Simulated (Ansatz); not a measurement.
**Single-point calculation, with input and output: NiSi31 (charge +1) (part 1 of 2)**

System: NiSi31 (defect cell, 32 atoms in the cell, total charge +1).
Method: DFT, PBEsol, plane waves, PAW, spin-polarised (Ansatz 0.2.0).

The structure derives from a Materials Project entry.

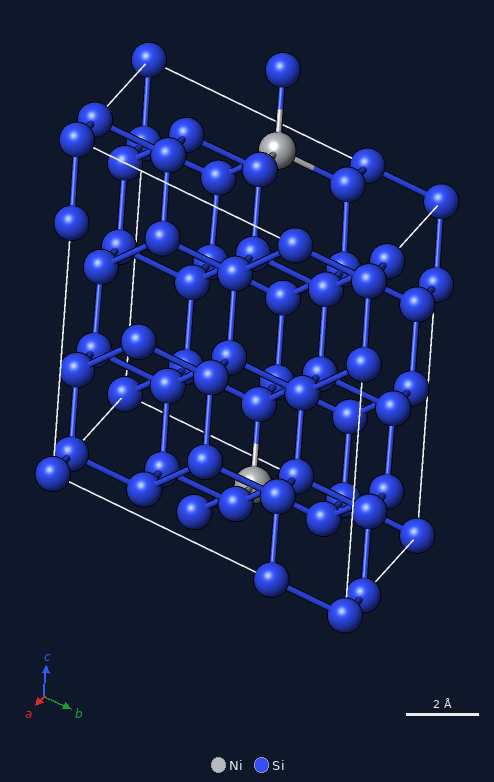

The structure as given in the input (ball-and-stick view of the cell of the calculation, seen slightly off an axis; bonded neighbours outside the cell are drawn too). Near neighbours in the crystal (not all of them lie inside the picture): Ni has 4 Si at 2.27 Å; Si has 4 Si at 2.34 to 2.37 Å; Si has 1 Ni at 2.27 Å and 3 Si at 2.37 Å.

Results in brief:

```csv
quantity,value
outcome,converged
electrons treated,141
free energy,−25076.2522 eV
Fermi energy,5.998 eV
gap on the k-point mesh,none (metallic)
net moment of the cell,0.00 μB
integrated absolute moment,0.00 μB
largest force (length of the vector),0.133 eV/Å
hardware,"4 threads of Arm Neoverse V2, 24 GiB of memory available, shared host"
wall time,34 s (CPU time 1.9 min)
peak memory,1.7 GiB
```

Remarks:

Settings chosen away from the usual ones: kpoints.mp_grid.shift set to [0.5, 0.5, 0.5] (from [0.0, 0.0, 0.0]); scf.occupations.method set to fermi_dirac (from gaussian); scf.occupations.width set to 0.2 (from 0.02); basis.xc_grid set to 1 (from 2). These settings are looser than, or depart from, a standard set-up, so the numbers are not reference values for this system. The program warns: some starting moments were not kept.

Input file:
```yaml
crystal:
  lattice:
    - [-5.433834161, 5.433834161, 5.433834161]
    - [5.433834161, -5.433834161, 5.433834161]
    - [5.433834161, 5.433834161, -5.433834161]
  atoms:
    - { symbol: Ni, position: [0.25, 0.5, 0.0], spin: 3.0 }
    - { symbol: Si, position: [0.25, 0.7476294239, 0.7503429922] }
    - { symbol: Si, position: [0.25, 0.0, 0.5] }
    - { symbol: Si, position: [0.4976294239, 0.2503429922, 0.0] }
    - { symbol: Si, position: [0.25, 0.2503429922, 0.2476294239] }
    - { symbol: Si, position: [0.4976294239, 0.5, 0.7503429922] }
    - { symbol: Si, position: [0.4996570078, 0.7496570078, 0.4972864317] }
    - { symbol: Si, position: [0.75, 0.0, 0.0] }
    - { symbol: Si, position: [0.4996570078, -0.0027135683, 0.2496570078] }
    - { symbol: Si, position: [0.7527135683, 0.2523705761, 0.7523705761] }
    - { symbol: Si, position: [0.75, 0.5, 0.5] }
    - { symbol: Si, position: [0.0003429922, 0.7476294239, 0.0] }
    - { symbol: Si, position: [0.7472864317, 0.7496570078, 0.2496570078] }
    - { symbol: Si, position: [0.0023705761, 0.0027135683, 0.7523705761] }
    - { symbol: Si, position: [0.0023705761, 0.2523705761, 0.5027135683] }
    - { symbol: Si, position: [0.0003429922, 0.5, 0.2476294239] }
    - { symbol: Si, position: [0.0091683413, 0.2591683413, 0.7591683413] }
    - { symbol: Si, position: [0.0008732596, 0.5, 0.4998970386] }
    - { symbol: Si, position: [-0.0009762209, 0.7491267404, 0.2491267404] }
    - { symbol: Si, position: [0.25, -0.0001029614, 0.7508732596] }
    - { symbol: Si, position: [0.0008732596, -0.0001029614, 0.0] }
    - { symbol: Si, position: [0.25, 0.2508732596, 0.4998970386] }
    - { symbol: Si, position: [0.25, 0.5, 0.2408316587] }
    - { symbol: Si, position: [0.4991267404, 0.7491267404, 0.749023779] }
    - { symbol: Si, position: [0.25, 0.7408316587, 0.0] }
    - { symbol: Si, position: [0.5009762209, 0.0001029614, 0.5001029614] }
    - { symbol: Si, position: [0.4991267404, 0.2490237791, 0.2491267404] }
    - { symbol: Si, position: [0.7498970386, 0.5, 0.7508732596] }
    - { symbol: Si, position: [0.4908316587, 0.5, 0.0] }
    - { symbol: Si, position: [0.7501029614, 0.7509762209, 0.5001029614] }
    - { symbol: Si, position: [0.7501029614, 0.0001029614, 0.2509762209] }
    - { symbol: Si, position: [0.7498970386, 0.2508732596, 0.0] }
  host:
    lattice:
      - [0.0, 2.7169170805, 2.7169170805]
      - [2.7169170805, 0.0, 2.7169170805]
      - [2.7169170805, 2.7169170805, 0.0]
    atoms:
      - { symbol: Si, position: [0.25, 0.25, 0.25] }
      - { symbol: Si, position: [0.0, 0.0, 0.0] }
total_charge: 1
basis:
  ecutwfc: 420
  xc_grid: 1
kpoints:
  mp_grid: { grid: [3, 3, 3], shift: [0.5, 0.5, 0.5] }
hamiltonian:
  xc: pbesol
scf:
  occupations: { method: fermi_dirac, width: 0.2 }
output:
  forces: true
  eigenvalues: true
magnetization:
  spin_polarized: true
```

Run as:
```bash
ansatz run input.yaml --threads 4 --pin off --max-ram 6144MiB --backend cpu --events-out ev --progress --plain --runs-dir out
```

What the program printed:
```
Warning: where an SCF of this run starts from atoms to list the orders of its open shells, Ni (site 0, from 0) starts with 2.00 μB on its 3d shell, in the place of the 3.00 μB that the deck gives it: its open shells can hold no more by Hund's first rule. To start from spheres of the given moment, type scf.initial_density.shell_occupations: []
band count auto-derived: 110 (N_el = 141.0; filled up to band 71; 104 by the electrons, moments and atoms)
Engine: ansatz 0.2.0, aarch64-unknown-linux-gnu
Pseudopotentials: kind: paw
Pseudopotential: Ni, paw, valence charge 18, recommended cutoff 420 eV (normal), Ni.paw.azcp
Pseudopotential: Si, paw, valence charge 4, recommended cutoff 420 eV (normal), Si.paw.azcp
Functional definition: PBEsol
  exchange = pbesol_x
  correlation = pbesol_c
Crystal: 32 atoms, lattice volume = 641.770 Å³
Basis set: ecut = 420 eV, 12527 PW (Γ)
Bands: 110, of which v1, the nominal top of the filled ones, is band 71 counted from 1 (70 counted from 0)
Symmetry: 24 space group operations
Space group: I-43m (ITA 217), of the structure as read, at distance tolerance 8.6e-5 Å
Magnetic group: BNS 217.78 (UNI 1580), of the structure as read, at distance tolerance 8.6e-5 Å
k-points: 4 of 27 (time reversal used)
Non-local potential: Ni, projectors of the file, l = 0: 3, l = 1: 2, l = 2: 3, l = 3: 1
Non-local potential: Si, projectors of the file, l = 0: 2, l = 1: 2, l = 2: 2
PAW form: soft (Blöchl's): semilocal exchange-correlation on the pseudo side does not see the compensation charge
PAW frozen core: Ni, regenerated for the run's functional, and the local potential with it (the file was generated under x = pbe(κ = 0.804, μ = 0.2195149727645171), c = pbe(β = 0.06672455060314922))
PAW frozen core: Si, regenerated for the run's functional, and the local potential with it (the file was generated under x = pbe(κ = 0.804, μ = 0.2195149727645171), c = pbe(β = 0.06672455060314922))
PAW one-centre angular grid: Ni, 590 points (default); XC on 64 Gauss nodes
PAW one-centre angular grid: Si, 110 points (default); XC on 64 Gauss nodes
Initial density: superposition of atomic densities (chi_scale 0.1, normalization cell)
Starting moments: Σ|m| = 3 μB on 1 of 32 sites
Initial wavefunctions: pseudopotential atomic-orbital guess
Functional: x = pbesol(κ = 0.804, μ = 0.12345679012345678), c = pbesol(β = 0.046)
SCF iter   1: F=—  HF=-25077.585441 eV  |F-HF|=—  |Δ(HF+E_count)|=         —  Δρ=5.43e-2 (↑2.56e-2 ↓5.43e-2)  dr2=2.11e1  dr2_m=6.10e0  M=0.312 μB ∫|m|=0.334 μB  β_m=0.30  ethr=3.10e-3  ⟨swp⟩=10.1  Hψ=4964  notcnv=0
Mixer restart at iter 1: flushing history
preconditioner: auto → Kerker (q_TF=auto, 2.119 Å⁻¹)  [metal: Δε(μ)=0.118 eV  Ē_g=8.007 eV  σ=0.200 eV  W_gap=0.15  n_scr=86 (ndim 8)  ℏωp=16.9 eV  f_vac=0.000  D(μ)=7.75/eV (n_scr^D=42)]
spin=Collinear: Kerker preconditioning applied to the charge; magnetization (m = ρ↑ − ρ↓) channel mixes plain (no charge-response kernel on spin).
SCF iter   2: F=—  HF=-25078.152930 eV  |F-HF|=—  |Δ(HF+E_count)|=   5.67e-1  Δρ=2.96e-2 (↑2.96e-2 ↓2.65e-2)  dr2=7.51e0  dr2_m=2.93e0  M=0.294 μB ∫|m|=0.338 μB  β_m=0.48  ethr=3.10e-3  ⟨swp⟩=3.0  Hψ=2059  notcnv=0
SCF iter   3: F=—  HF=-25077.266427 eV  |F-HF|=—  |Δ(HF+E_count)|=   8.87e-1  Δρ=3.46e-2 (↑1.21e-2 ↓3.46e-2)  dr2=1.31e1  dr2_m=8.80e-1  M=0.108 μB ∫|m|=0.130 μB  β_m=0.44  ethr=3.10e-3  ⟨swp⟩=2.0  Hψ=1889  notcnv=0
SCF iter   4: F=—  HF=-25076.218982 eV  |F-HF|=—  |Δ(HF+E_count)|=    1.05e0  Δρ=3.14e-3 (↑3.14e-3 ↓2.63e-3)  dr2=2.19e-1  dr2_m=1.61e-3  M=0.020 μB ∫|m|=0.043 μB  β_m=0.72  ethr=3.10e-3  ⟨swp⟩=3.0  Hψ=2132  notcnv=0
SCF iter   5: F=—  HF=-25076.236619 eV  |F-HF|=—  |Δ(HF+E_count)|=   1.76e-2  Δρ=1.39e-3 (↑1.39e-3 ↓8.97e-4)  dr2=1.94e-2  dr2_m=4.09e-3  M=-0.002 μB ∫|m|=0.015 μB  β_m=0.79  ethr=1.55e-4  ⟨swp⟩=2.0  Hψ=1580  notcnv=0
SCF iter   6: F=—  HF=-25076.251208 eV  |F-HF|=—  |Δ(HF+E_count)|=   1.46e-2  Δρ=1.44e-3 (↑9.65e-4 ↓1.44e-3)  dr2=3.80e-2  dr2_m=3.56e-4  M=-0.000 μB ∫|m|=0.010 μB  β_m=0.79  ethr=1.37e-5  ⟨swp⟩=2.0  Hψ=1430  notcnv=0
SCF iter   7: F=—  HF=-25076.251712 eV  |F-HF|=—  |Δ(HF+E_count)|=   5.03e-4  Δρ=5.22e-4 (↑5.22e-4 ↓2.81e-4)  dr2=2.79e-3  dr2_m=8.91e-5  M=-0.001 μB ∫|m|=0.005 μB  β_m=0.89  ethr=1.37e-5  ⟨swp⟩=2.0  Hψ=1452  notcnv=0
SCF iter   8: F=—  HF=-25076.252370 eV  |F-HF|=—  |Δ(HF+E_count)|=   6.58e-4  Δρ=4.60e-4 (↑4.60e-4 ↓3.27e-4)  dr2=3.10e-3  dr2_m=2.64e-5  M=-0.000 μB ∫|m|=0.003 μB  β_m=0.95  ethr=1.98e-6  ⟨swp⟩=1.0  Hψ=948  notcnv=0
SCF iter   9: F=—  HF=-25076.252209 eV  |F-HF|=—  |Δ(HF+E_count)|=   1.61e-4  Δρ=6.31e-5 (↑6.31e-5 ↓3.62e-5)  dr2=5.49e-5  dr2_m=1.12e-6  M=0.000 μB ∫|m|=0.001 μB  β_m=0.96  ethr=1.98e-6  ⟨swp⟩=2.0  Hψ=1050  notcnv=0
SCF iter  10: F=—  HF=-25076.252205 eV  |F-HF|=—  |Δ(HF+E_count)|=   4.00e-6  Δρ=8.10e-6 (↑8.10e-6 ↓2.67e-6)  dr2=9.93e-7  dr2_m=6.68e-8  M=0.000 μB ∫|m|=0.000 μB  β_m=0.98  ethr=3.89e-8  ⟨swp⟩=2.0  Hψ=1149  notcnv=0
SCF iter  11: F=—  HF=-25076.252205 eV  |F-HF|=—  |Δ(HF+E_count)|=   1.88e-7  Δρ=9.54e-7 (↑9.21e-7 ↓9.54e-7)  dr2=2.69e-8  dr2_m=2.14e-9  M=0.000 μB ∫|m|=0.000 μB  β_m=0.99  ethr=7.04e-10  ⟨swp⟩=2.1  Hψ=1242  notcnv=0
SCF iter  12: F=—  HF=-25076.252205 eV  |F-HF|=—  |Δ(HF+E_count)|=   6.81e-9  Δρ=1.56e-6 (↑1.56e-6 ↓1.05e-6)  dr2=3.92e-8  dr2_m=3.92e-10  M=0.000 μB ∫|m|=0.000 μB  β_m=0.99  ethr=1.90e-11  ⟨swp⟩=2.0  Hψ=1315  notcnv=0
SCF iter  13: F=-25076.252205 eV  HF=-25076.252205 eV  |F-HF|=2.17e-8  |Δ(HF+E_count)|=  4.69e-10  Δρ=9.38e-7 (↑9.38e-7 ↓8.97e-7)  dr2=2.28e-8  dr2_m=3.36e-12  M=-0.000 μB ∫|m|=0.000 μB  ethr=1.90e-11  ⟨swp⟩=4.1  Hψ=2974  notcnv=0
SCF 1 converged in 13 iterations: F = -25076.252205 eV  dr2 = 2.28e-8
  greatest PAW one-centre occupation: 1.001 electrons in one spin orbital (limit 2), on the Ni atom at site 0 (counted from 0), in its partial waves of l = 1
```

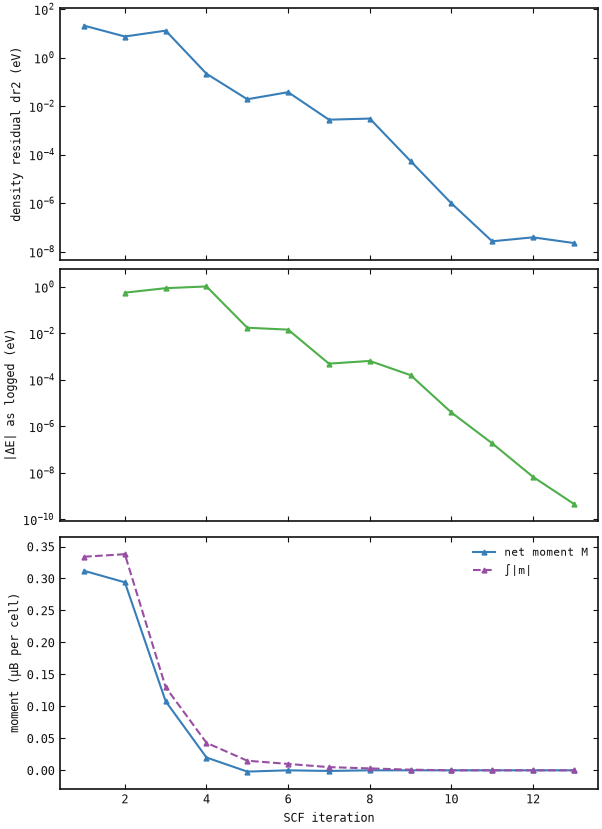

Convergence of the self-consistent field: density residual dr2, size of the energy change and magnetic moment against the SCF iteration. The residual falls almost steadily, with no more than small rises. The net moment goes from 0.3 to 0.0 μB per cell, and ∫|m| falls to zero.

```
WARN: the starting moments were not kept: the SCF closed with an absolute magnetisation of 3.5e-6 μB, where they sum to 3 μB in size (1 site). That is at most 0.1 of that sum. Measured as dr2_m measures the in/out step, that magnetisation stands 1.7e-12 eV from none, at or under the dr2_threshold of 1.0e-7 eV: it is no larger than a step whose dr2_m would equal this threshold. The system may hold no moment; this SCF shows only that its start led to no more than that. To try another start: raise the starting moments (crystal.atoms[].spin, magnetization.per_species, magnetization.initial_magnetization, or on a non-collinear deck that types none of these the spinor_matrix: blocks that start its atoms; where the total moment is fixed, keep their sum and leave initial_magnetization as it is; typed ones take the place of any that the run laid by itself, positive ones on a crystal's lanthanoids without a Hubbard term where scf.initial_density.shell_occupations: [] is typed) or, if the notice of its spin-set hold's release reads "site moments contracting" or "site moments show no strong build", lengthen the hold (scf.mixing.spin_hold: { on: { confirm: 4 } }; for m-r²SCAN on two components see the key's manual first). Each may lead to a state that holds a moment. A second SCF, from the converged charge density, with the starting moments and any scf.initial_density.shell_occupations laid on it anew, would have followed, and was not run: the deck does not ask for one (magnetization.retry_lost_moments is false, the default). To let it run, set magnetization.retry_lost_moments: true and run the deck again, where that key's refused combinations let it; where memory then withholds it, that run's warning says so.
SCF converged after 13 iterations
Magnetization: -0.0000 μB (70.5000 up, 70.5000 down)
Absolute magnetization: 0.0000 μB (∫|ρ↑−ρ↓|, with the PAW one-centre terms)
Spin contamination: 0.0000 ħ² per cell (⟨S²⟩ above its minimum at these occupations)
```
